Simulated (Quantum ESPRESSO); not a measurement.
## Run report: Cu, fields calculation (part 2 of 2)

The same run, continued: Cu (1 atom in the cell); Kohn-Sham DFT of a periodic cell, PBE with D3M(BJ), GBRV 1.5 PBE, no spin polarisation (Quantum ESPRESSO 7.5); cutoff 612.26 eV, 4×4×4 k-mesh, tetrahedra. The structure derives from a Materials Project entry. The settings are looser than a standard set-up, so the numbers are not reference values.

Geometry of the input (Å; fractional positions):
```
-1.4540  1.4643  1.3740
1.4487  -1.4680  1.3723
1.4252  1.4392  -1.3778
Cu 0.0000  0.0000  0.0000
```

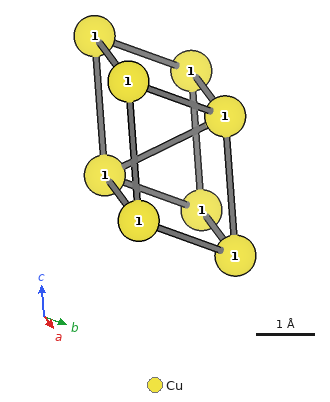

*The structure as given in the input (ball-and-stick view of the cell of the calculation, seen slightly off an axis; atoms are numbered from 1 in the order of the input). An atom can appear more than once, as a periodic image.*

Log, continued
```
   -95.9645 -53.4190 -53.3415 -53.3115  12.0439  12.8216  13.1984  14.4359
    14.6339  17.0027  25.7820  26.4743  34.3995  42.1719  45.5833  51.4048

          k =-0.0017-0.2132 0.2254 (   385 PWs)   bands (ev):

   -95.9739 -53.3755 -53.3169 -53.2924   9.3702  13.0629  13.4287  14.3252
    14.4464  14.5849  30.7460  36.7533  37.9385  39.4680  41.9326  46.7979

          k =-0.4322-0.0049-0.4522 (   390 PWs)   bands (ev):

   -95.9643 -53.4139 -53.3587 -53.3023  11.4880  12.6297  14.5427  14.7593
    15.3478  16.2009  21.5201  33.5637  34.1948  37.9491  40.9992  51.2391

          k =-0.2144 0.2107-0.4515 (   389 PWs)   bands (ev):

   -95.9646 -53.4028 -53.3553 -53.3144  12.0330  12.8183  13.2003  14.3880
    14.8747  17.1223  25.7961  26.2978  33.6210  41.7066  44.4111  51.7754

          k =-0.8679-0.4361-0.4536 (   392 PWs)   bands (ev):

   -95.9650 -53.4373 -53.3387 -53.2939  11.4677  12.6830  14.5041  14.7629
    15.3245  16.0645  21.3340  33.7762  34.6648  38.2220  41.3067  50.7548

          k = 0.0026 0.2138 0.2260 (   386 PWs)   bands (ev):

   -95.9737 -53.3579 -53.3198 -53.3087   9.3826  13.0654  13.4477  14.3326
    14.4242  14.5773  30.8596  36.8012  37.8141  39.4654  41.8669  46.6360

          k = 0.2204 0.4294 0.2267 (   398 PWs)   bands (ev):

   -95.9643 -53.4055 -53.3541 -53.3140  12.0605  12.8114  13.2037  14.4311
    14.6340  17.0433  25.7189  26.4770  34.4804  42.2096  45.5610  51.3168

          k =-0.4331-0.2175 0.2246 (   397 PWs)   bands (ev):

   -95.9645 -53.4148 -53.3480 -53.3096  12.0450  12.8148  13.2011  14.4261
    14.6834  17.0361  25.6963  26.4900  34.3104  41.8469  45.6973  51.8856

          k =-0.2152-0.0018 0.2253 (   386 PWs)   bands (ev):

   -95.9739 -53.3664 -53.3315 -53.2874   9.3884  13.0203  13.4545  14.3146
    14.4779  14.5885  30.9211  36.5788  37.7140  39.1988  41.7601  47.2418

          k = 0.2187 0.2162 0.4521 (   392 PWs)   bands (ev):

   -95.9644 -53.3992 -53.3519 -53.3230  12.0245  12.7880  13.2337  14.4299
    14.8767  17.2029  25.6204  25.9787  34.2989  42.0097  44.6837  50.6387

          k = 0.4365 0.4319 0.4528 (   393 PWs)   bands (ev):

   -95.9640 -53.3764 -53.3569 -53.3495  12.7361  12.7588  12.8473  14.6364
    14.7490  23.0561  23.3097  23.6026  24.5950  54.4299  54.6556  55.4291

          k =-0.2170-0.2150 0.4507 (   392 PWs)   bands (ev):

   -95.9649 -53.4182 -53.3508 -53.3014  12.0069  12.7787  13.2179  14.4561
    14.8848  17.1459  25.5685  25.8992  34.4856  42.1652  44.8415  50.5888

          k = 0.0009 0.0006 0.4514 (   399 PWs)   bands (ev):

   -95.9654 -53.3714 -53.3519 -53.3387  11.3450  13.3141  13.6936  13.7536
    14.2735  15.6503  31.1876  31.5382  32.8581  34.0805  47.8841  48.5110

          k =-0.4297 0.2089-0.2262 (   394 PWs)   bands (ev):

   -95.9657 -53.3956 -53.3480 -53.3200  11.9819  12.8169  13.1648  14.4506
    14.7104  16.9310  25.1453  26.7449  34.7437  42.4614  45.8246  51.4236

          k =-0.2118 0.4245-0.2255 (   394 PWs)   bands (ev):

   -95.9660 -53.4050 -53.3547 -53.3015  11.9699  12.8142  13.1452  14.4794
    14.6782  16.8790  25.2339  26.5388  35.0942  42.8918  45.9328  51.4523

          k =-0.8653-0.2224-0.2276 (   397 PWs)   bands (ev):

   -95.9580 -53.4227 -53.3636 -53.3405  12.2485  12.6531  13.7353  14.2212
    15.2372  20.0809  22.3547  28.1020  31.8414  38.2707  42.0479  47.1363

          k =-0.6475-0.0067-0.2269 (   398 PWs)   bands (ev):

   -95.9577 -53.3975 -53.3861 -53.3456  12.2464  12.6800  13.6851  14.2373
    15.2624  20.2590  22.5056  27.7568  31.4882  38.6550  42.0340  46.8849

          k =-0.2135 0.2113-0.0001 (   392 PWs)   bands (ev):

   -95.9750 -53.3626 -53.3201 -53.2932   9.2270  13.1848  13.3082  14.2887
    14.4019  14.6387  29.4584  38.0692  39.2318  40.5693  42.7637  45.9395

          k = 0.0043 0.4270 0.0006 (   397 PWs)   bands (ev):

   -95.9664 -53.3752 -53.3438 -53.3329  11.0067  13.2032  13.7754  13.9244
    14.3579  15.1957  30.8747  32.5762  33.0769  35.1666  49.1101  49.5645

          k =-0.6492-0.2199-0.0015 (   404 PWs)   bands (ev):

   -95.9576 -53.4249 -53.3603 -53.3435  12.1791  12.6086  13.8889  14.1915
    15.2634  19.7457  21.8426  29.5645  33.2696  37.5092  39.9385  47.6552

          k =-0.4314-0.0043-0.0008 (   396 PWs)   bands (ev):

   -95.9662 -53.3661 -53.3530 -53.3341  11.0682  13.2105  13.7366  13.9284
    14.3361  15.2833  30.6320  32.6832  32.8467  35.1738  49.2768  49.5859

          k =-0.0052-0.4276-0.4519 (   390 PWs)   bands (ev):

   -95.9645 -53.4204 -53.3408 -53.3118  11.4797  12.6811  14.4853  14.7516
    15.3443  16.1130  21.3981  33.8724  34.4647  38.1983  41.2377  50.6143

          k = 0.2127-0.2120-0.4512 (   389 PWs)   bands (ev):

   -95.9647 -53.3954 -53.3631 -53.3134  12.0282  12.8214  13.1947  14.3885
    14.8754  17.1164  25.8403  26.2305  33.6546  41.7173  44.4582  51.8179

          k =-0.4408-0.8588-0.4534 (   388 PWs)   bands (ev):

   -95.9649 -53.4273 -53.3549 -53.2885  11.4740  12.6252  14.5626  14.7729
    15.3279  16.1356  21.4297  33.5352  34.3753  37.9993  41.0827  51.4454

          k = 0.2110-0.4251-0.2258 (   392 PWs)   bands (ev):

   -95.9658 -53.3965 -53.3431 -53.3230  11.9733  12.8286  13.1544  14.4603
    14.6654  16.8912  25.2657  26.6738  34.8635  42.7778  45.7803  51.4954

          k = 0.4288-0.2095-0.2251 (   394 PWs)   bands (ev):

   -95.9660 -53.3947 -53.3674 -53.2994  11.9749  12.8049  13.1482  14.4664
    14.7269  16.9097  25.1403  26.5948  34.9602  42.5635  46.0039  51.3866

          k =-0.2247-0.8564-0.2273 (   399 PWs)   bands (ev):

   -95.9580 -53.4133 -53.3787 -53.3353  12.2513  12.6734  13.6930  14.2399
    15.2382  20.2321  22.4291  27.7817  31.5093  38.7351  42.1295  46.9948

          k =-0.0069-0.6408-0.2266 (   398 PWs)   bands (ev):

   -95.9578 -53.4064 -53.3690 -53.3530  12.2484  12.6576  13.7243  14.2139
    15.2598  20.1031  22.4062  28.0892  31.8222  38.2161  41.9817  47.0887

          k =-0.4374-0.4325-0.9041 (   396 PWs)   bands (ev):

   -95.9671 -53.4210 -53.3363 -53.2948  11.3985  12.8812  14.3807  14.6488
    15.2827  15.5930  20.6396  35.4441  35.8877  39.5178  42.4689  50.2268

          k =-0.2196-0.2168-0.9034 (   410 PWs)   bands (ev):

   -95.9591 -53.4076 -53.3654 -53.3450  12.2310  12.5798  13.8853  14.1546
    15.1857  19.6587  21.4483  29.7106  33.3507  37.9014  40.4016  48.3503

          k =-0.8731-0.8637-0.9056 (   392 PWs)   bands (ev):

   -95.9510 -53.4162 -53.3878 -53.3790  11.8386  11.8944  15.0905  15.1681
    15.2056  24.1535  24.5513  26.3168  30.0794  30.7880  33.4999  56.2658

     the Fermi energy is    16.9348 ev

!    total energy              =    -403.88620929 Ry
     estimated scf accuracy    <          1.3E-10 Ry

     The total energy is the sum of the following terms:
     one-electron contribution =    -264.10825626 Ry
     hartree contribution      =     143.89051097 Ry
     xc contribution           =     -38.82371871 Ry
     ewald contribution        =    -244.74273536 Ry
     DFT-D3 Dispersion         =      -0.10200994 Ry

     convergence has been achieved in  20 iterations

     Forces acting on atoms (cartesian axes, Ry/au):

     atom    1 type  1   force =     0.00000000    0.00000000    0.00000000

     Total force =     0.000000     Total SCF correction =     0.000000

     Computing stress (Cartesian axis) and pressure

          total   stress  (Ry/bohr**3)                   (kbar)     P=     -121.82
  -0.00093968   0.00027358   0.00012431         -138.23       40.24       18.29
   0.00027358  -0.00099241   0.00012557           40.24     -145.99       18.47
   0.00012431   0.00012557  -0.00055233           18.29       18.47      -81.25

=------------------------------------------------------------------------------=
   JOB DONE.
=------------------------------------------------------------------------------=
```

File pp_density.out
```
This program is part of the open-source Quantum ESPRESSO suite
     for quantum simulation of materials; please cite
         "P. Giannozzi et al., J. Phys.:Condens. Matter 21 395502 (2009);
         "P. Giannozzi et al., J. Phys.:Condens. Matter 29 465901 (2017);
         "P. Giannozzi et al., J. Chem. Phys. 152 154105 (2020);
          URL
     in publications or presentations arising from this work. More details at

     ./tmp/pwscf.save/

     IMPORTANT: XC functional enforced from input :
     Exchange-correlation= PBE
                           (   1   4   3   4   0   0   0)
     Any further DFT definition will be discarded
     Please, verify this is what you really want

     G-vector sticks info
     --------------------
     sticks:   dense  smooth     PW     G-vecs:    dense   smooth      PW
     Sum         585     285    125                 8907     3125     897

     Using Slab Decomposition

     Check: negative core charge=   -0.000001

     Calling punch_plot, plot_num =   0
     Writing data to file  density.dat
     Reading data from file  density.dat

     Writing data to be plotted to file density.cube
     Plot Type: 3D                     Output format: Gaussian cube

=------------------------------------------------------------------------------=
   JOB DONE.
=------------------------------------------------------------------------------=
```

File pp_potential.out
```
This program is part of the open-source Quantum ESPRESSO suite
     for quantum simulation of materials; please cite
         "P. Giannozzi et al., J. Phys.:Condens. Matter 21 395502 (2009);
         "P. Giannozzi et al., J. Phys.:Condens. Matter 29 465901 (2017);
         "P. Giannozzi et al., J. Chem. Phys. 152 154105 (2020);
          URL
     in publications or presentations arising from this work. More details at

     ./tmp/pwscf.save/

     IMPORTANT: XC functional enforced from input :
     Exchange-correlation= PBE
                           (   1   4   3   4   0   0   0)
     Any further DFT definition will be discarded
     Please, verify this is what you really want

     G-vector sticks info
     --------------------
     sticks:   dense  smooth     PW     G-vecs:    dense   smooth      PW
     Sum         585     285    125                 8907     3125     897

     Using Slab Decomposition

     Check: negative core charge=   -0.000001

     Calling punch_plot, plot_num =  11
     Writing data to file  potential.dat
     Reading data from file  potential.dat

     Writing data to be plotted to file potential.cube
     Plot Type: 3D                     Output format: Gaussian cube

=------------------------------------------------------------------------------=
   JOB DONE.
=------------------------------------------------------------------------------=
```

File pp_potential_ks.out
```
This program is part of the open-source Quantum ESPRESSO suite
     for quantum simulation of materials; please cite
         "P. Giannozzi et al., J. Phys.:Condens. Matter 21 395502 (2009);
         "P. Giannozzi et al., J. Phys.:Condens. Matter 29 465901 (2017);
         "P. Giannozzi et al., J. Chem. Phys. 152 154105 (2020);
          URL
     in publications or presentations arising from this work. More details at

     ./tmp/pwscf.save/

     IMPORTANT: XC functional enforced from input :
     Exchange-correlation= PBE
                           (   1   4   3   4   0   0   0)
     Any further DFT definition will be discarded
     Please, verify this is what you really want

     G-vector sticks info
     --------------------
     sticks:   dense  smooth     PW     G-vecs:    dense   smooth      PW
     Sum         585     285    125                 8907     3125     897

     Using Slab Decomposition

     Check: negative core charge=   -0.000001

     Calling punch_plot, plot_num =   1
     Writing data to file  potential_ks.dat
     Reading data from file  potential_ks.dat

     Writing data to be plotted to file potential_ks.cube
     Plot Type: 3D                     Output format: Gaussian cube

=------------------------------------------------------------------------------=
   JOB DONE.
=------------------------------------------------------------------------------=
```

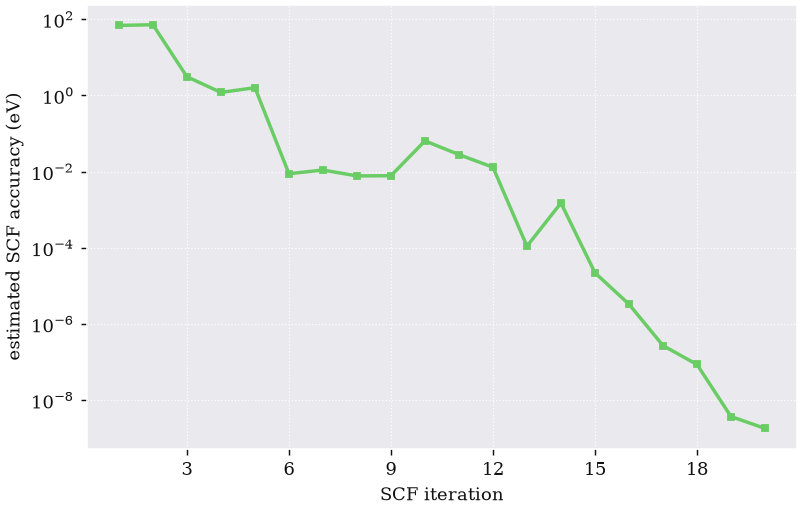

*Convergence of the self-consistent field: estimated SCF accuracy against the iteration.*

The field takes 20 iterations in all.

Results in brief

- outcome: converged
- space group (tolerance 0.01 Å): P-1 (2)
- electrons treated: 19
- free energy: −5495.1518 eV
- Fermi energy: 16.935 eV
- gap on the k-point mesh: none (metallic)
- pressure: −12.18 GPa
- largest force (length of the vector): under 0.001 eV/Å
- wall time: 6.9 s
- peak memory: 0.07 GiB

Notes

Settings chosen away from the usual ones: smearing set to tetrahedra (from cold); width removed; k set to [4, 4, 4] (from [13, 13, 13]). The settings depart from the standard set-up of this series, which can bear on the numbers. Notes on the run: BEWARE:  force calculation with tetrahedra (not recommanded); BEWARE: stress calculation with tetrahedra (not recommanded). Points of doubt noted for this run: coarse mesh.
